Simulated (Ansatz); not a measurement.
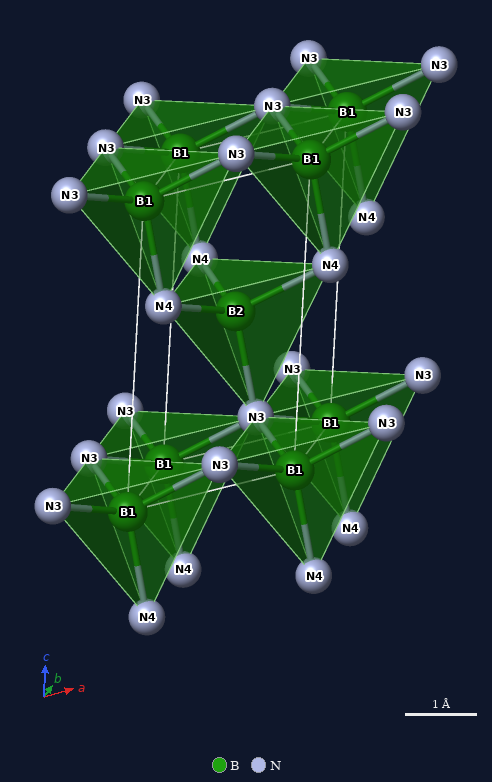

The structure (polyhedral view of the reduced cell, seen slightly off an axis; polyhedra are completed across the faces of the cell; atoms are numbered from 1 in the order of the input).

## BN: one change and its effect

System: BN (P1, 4 atoms in the cell).
Method of run 1: DFT r2SCAN, scalar-relativistic, plane waves, PAW, no spin polarisation (Ansatz 0.2.0).

The structure derives from a Materials Project entry. Text and figures count atoms from 1; the logs count them from 0 in places.

**Input file, run 1**
```yaml
crystal:
  lattice:
    - [0.0003072854, -1.8333121002, -1.7815322031]
    - [-1.7882294532, -0.0026013075, -1.7786236102]
    - [1.81083509, 1.8471919582, -3.5772515497]
  atoms:
    - { symbol: B, position: [0.0064308191, -0.0059389372, 0.0006908428] }
    - { symbol: B, position: [0.4949512213, 0.5087403495, 0.4988156363] }
    - { symbol: "N", position: [0.3736284798, 0.376321325, 0.8748748323] }
    - { symbol: "N", position: [0.8749894798, 0.8708772627, 0.3756186886] }
basis:
  ecutwfc: 500
kpoints:
  mp_grid: { grid: [12, 12, 10] }
hamiltonian:
  xc: r2scan
scf:
  occupations: { method: gaussian, width: 0.05 }
output:
  forces: true
  stress: true
  eigenvalues: true
```

Command:
```bash
ansatz run input.yaml --threads 2 --pin off --max-ram 5120MiB --backend cpu --events-out ev --progress --plain --runs-dir out
```

Hardware: 2 threads of Arm Neoverse V1, 24 GiB of memory available, shared host.

**Output, shortened to warnings, some set-up lines, iterations and results (run 1)**
```
Basis set: ecut = 500 eV, 601 PW (Γ), exchange–correlation on 80×80×144 points (64 copies of the dense FFT grid, shifted against one another)
Symmetry: 1 space group operations
k-points: 724 of 1440 (time reversal used)
Initial density: superposition of atomic densities (neutral atoms: chi_scale 0, normalization atom), corrected by the library's trained network
[...]
SCF iter   1: F=—  HF=-1087.789510 eV  |F-HF|=—  |Δ(HF+E_count)|=         —  Δρ=1.17e-2  dr2=2.46e-2  dr2_τ=6.58e-1  ethr=1.77e-3  ⟨swp⟩=5.9  Hψ=51780  notcnv=0
SCF iter   2: F=—  HF=-1087.973470 eV  |F-HF|=—  |Δ(HF+E_count)|=   1.84e-1  Δρ=6.56e-3  dr2=3.72e-3  dr2_τ=4.65e-4  ethr=1.54e-4  ⟨swp⟩=2.4  Hψ=23478  notcnv=0
SCF iter   3: F=—  HF=-1087.973975 eV  |F-HF|=—  |Δ(HF+E_count)|=   5.04e-4  Δρ=1.61e-3  dr2=2.22e-4  dr2_τ=5.85e-5  ethr=2.33e-5  ⟨swp⟩=2.0  Hψ=13021  notcnv=0
SCF iter   4: F=—  HF=-1087.974004 eV  |F-HF|=—  |Δ(HF+E_count)|=   2.96e-5  Δρ=1.63e-4  dr2=3.52e-6  dr2_τ=4.15e-7  ethr=1.39e-6  ⟨swp⟩=2.0  Hψ=14480  notcnv=0
SCF iter   5: F=—  HF=-1087.974005 eV  |F-HF|=—  |Δ(HF+E_count)|=   4.24e-7  Δρ=8.58e-5  dr2=1.75e-6  dr2_τ=1.76e-7  ethr=2.20e-8  ⟨swp⟩=2.0  Hψ=14345  notcnv=0
SCF iter   6: F=—  HF=-1087.974004 eV  |F-HF|=—  |Δ(HF+E_count)|=   3.48e-7  Δρ=2.58e-5  dr2=1.15e-7  dr2_τ=3.19e-9  ethr=1.10e-8  ⟨swp⟩=2.2  Hψ=12424  notcnv=0
SCF iter   7: F=-1087.974004 eV  HF=-1087.974004 eV  |F-HF|=4.23e-9  |Δ(HF+E_count)|=   2.39e-8  Δρ=8.00e-6  dr2=9.40e-9  dr2_τ=9.06e-10  ethr=6.25e-10  ⟨swp⟩=4.9  Hψ=38501  …
SCF 1 converged in 7 iterations: F = -1087.974004 eV  dr2 = 9.40e-9
SCF converged after 7 iterations
Free energy (F): -1087.974004 eV
Harris-Foulkes:  -1087.974004 eV  (|F-HF|=4.23e-9)
Internal energy: -1087.974004 eV  (E = F + TS)
E sigma→0 (E₀):  -1087.974004 eV
Fermi energy:    13.548690 eV
--- Per-component energies (eV) ---
  E_band       = 44.753064
  E_kinetic    = 372.385620
  E_local      = -349.485819  (includes V_loc(G=0)·N_el)
  E_nonlocal   = 111.795322
  E_hartree    = 99.033142
  E_xc         = -184.737827
  E_vxc        = -255.689868  (∫ρ·V_xc dr)
  E_paw        = -418.971029  (= ΣΔE_a)
  E_vpaw       = -46.322007  (= ΣTr[D̂ρ^β])
  E_aug_tail   = 0.000039  (compensation charges beyond the density's cutoff)
  E_vtau       = 14.002275  (kinetic-family band-sum trace: ∫τ·v_τ [+ j·A + Jᵃ·Aᵃ] dr)
  E_ewald      = -717.897439
  E_core_change = -0.096013  (= ΣΔE_core)
  E_smearing   = -0.000000  (= −TS)
  E_closure    = -0.000000  (closes the sum)
  Σ components = -1087.974004   (vs F -1087.974004, Δ=0.00e0)
--- Forces (eV/Å), atoms counted from 1 ---
  atom   1  B     -0.37589950     0.27827448     0.14487193
  atom   2  B      0.67137257    -0.09501857     0.10525692
  atom   3  N      0.25300594    -0.23666645    -0.07183527
  atom   4  N     -0.54846941     0.05342162    -0.17830492
  max |Σ_I F_I| component: 1.13e-5 eV/Å
--- Stress (GPa, compression-positive) ---
        4.485237      -2.720430       3.133991
       -2.720430     -11.223057       1.496494
        3.133991       1.496495       7.792269
  P = ⅓ Tr σ = 0.3515 GPa (3.515 kbar)
```

For run 2 the input was changed thus:
```diff
+  algorithm: direct_min
```

Predict how the results change.

Both reach the same energy, so the change doesn't alter the result. On the same kind of shared host run 2 took about 2.1 times as long.

**Output, shortened to warnings, some set-up lines, iterations and results (run 2)**
```
Basis set: ecut = 500 eV, 601 PW (Γ), exchange–correlation on 80×80×144 points (64 copies of the dense FFT grid, shifted against one another)
Symmetry: 1 space group operations
k-points: 724 of 1440 (time reversal used)
Initial density: superposition of atomic densities (neutral atoms: chi_scale 0, normalization atom), corrected by the library's trained network
[...]
SCF iter   1: F=—  HF=-1087.789236 eV  |F-HF|=—  |Δ(HF+E_count)|=         —  Δρ=1.17e-2  dr2=2.44e-2  dr2_τ=6.57e-1  ethr=1.77e-3  ⟨swp⟩=9.1  Hψ=45756  notcnv=0
SCF iter   2: F=—  HF=-1087.975454 eV  |F-HF|=—  |Δ(HF+E_count)|=   1.86e-1  Δρ=6.36e-3  dr2=5.66e-3  dr2_τ=8.97e-4  ethr=1.52e-4  ⟨swp⟩=4.7  Hψ=28551  notcnv=0  defer=553
SCF iter   3: F=—  HF=-1087.974140 eV  |F-HF|=—  |Δ(HF+E_count)|=   1.31e-3  Δρ=1.57e-3  dr2=4.59e-4  dr2_τ=5.18e-5  ethr=2.69e-6  ⟨swp⟩=2.1  Hψ=36277  notcnv=0  defer=21
SCF iter   4: F=—  HF=-1087.974004 eV  |F-HF|=—  |Δ(HF+E_count)|=   1.37e-4  Δρ=4.60e-5  dr2=1.85e-7  dr2_τ=2.91e-8  ethr=2.69e-6  ⟨swp⟩=2.0  Hψ=14560  notcnv=0  defer=11
SCF iter   5: F=-1087.974004 eV  HF=-1087.974004 eV  |F-HF|=1.95e-9  |Δ(HF+E_count)|=   2.69e-7  Δρ=1.09e-5  dr2=8.86e-9  dr2_τ=2.40e-9  ethr=1.15e-9  ⟨swp⟩=3.6  Hψ=20933  …
SCF 1 converged in 5 iterations: F = -1087.974004 eV  dr2 = 8.86e-9
  Residual-converged pass: ⟨swp⟩=3.0  Hψ=19914  notcnv=0  max |occ|·‖R‖ = 6.4e-6 eV (tolerance 6.7e-6 eV)  dr2=9.12e-9  dr2_τ=2.44e-9  dr2_onsite=1.51e-9  max |Δocc| = 0.0e0
SCF converged after 5 iterations
Stability not checked: this state was not tested for a lower state beside it, because a direct minimisation reached the state, and no test of it is asked (direct_minimisation; see scf.lower_state_search)
Free energy (F): -1087.974004 eV
Harris-Foulkes:  -1087.974004 eV  (|F-HF|=1.95e-9)
Internal energy: -1087.974004 eV  (E = F + TS)
E sigma→0 (E₀):  -1087.974004 eV
Fermi energy:    13.548628 eV
--- Per-component energies (eV) ---
  E_band       = 44.751895
  E_kinetic    = 372.386364
  E_local      = -349.487909  (includes V_loc(G=0)·N_el)
  E_nonlocal   = 111.795851
  E_hartree    = 99.034298
  E_xc         = -184.737919
  E_vxc        = -255.690023  (∫ρ·V_xc dr)
  E_paw        = -418.971277  (= ΣΔE_a)
  E_vpaw       = -46.322185  (= ΣTr[D̂ρ^β])
  E_aug_tail   = 0.000039  (compensation charges beyond the density's cutoff)
  E_vtau       = 14.002303  (kinetic-family band-sum trace: ∫τ·v_τ [+ j·A + Jᵃ·Aᵃ] dr)
  E_ewald      = -717.897439
  E_core_change = -0.096013  (= ΣΔE_core)
  E_smearing   = -0.000000  (= −TS)
  E_closure    = -0.000000  (closes the sum)
  Σ components = -1087.974004   (vs F -1087.974004, Δ=0.00e0)
--- Forces (eV/Å), atoms counted from 1 ---
  atom   1  B     -0.37589149     0.27827026     0.14486983
  atom   2  B      0.67135887    -0.09502367     0.10526233
  atom   3  N      0.25302019    -0.23664778    -0.07184945
  atom   4  N     -0.54848097     0.05340598    -0.17828952
  max |Σ_I F_I| component: 6.80e-6 eV/Å
--- Stress (GPa, compression-positive) ---
        4.484432      -2.720433       3.133958
       -2.720433     -11.223834       1.496487
        3.133958       1.496488       7.791459
  P = ⅓ Tr σ = 0.3507 GPa (3.507 kbar)
```

**The two runs side by side**

| quantity | run 1 | run 2 |
| --- | --- | --- |
| outcome | converged | converged |
| free energy per atom (eV) | −271.9935 | −271.9935 |
| gap on the mesh (eV) | 4.66 | 4.66 |
| pressure (GPa) | 0.35 | 0.35 |
| largest force (eV/Å) | 0.686 | 0.686 |
| SCF iterations | 7 | – |
| irreducible k-points | 724 | 724 |
| plane waves at Γ | 601 | 601 |
| wall time (shared host) | 22 s | 46 s |
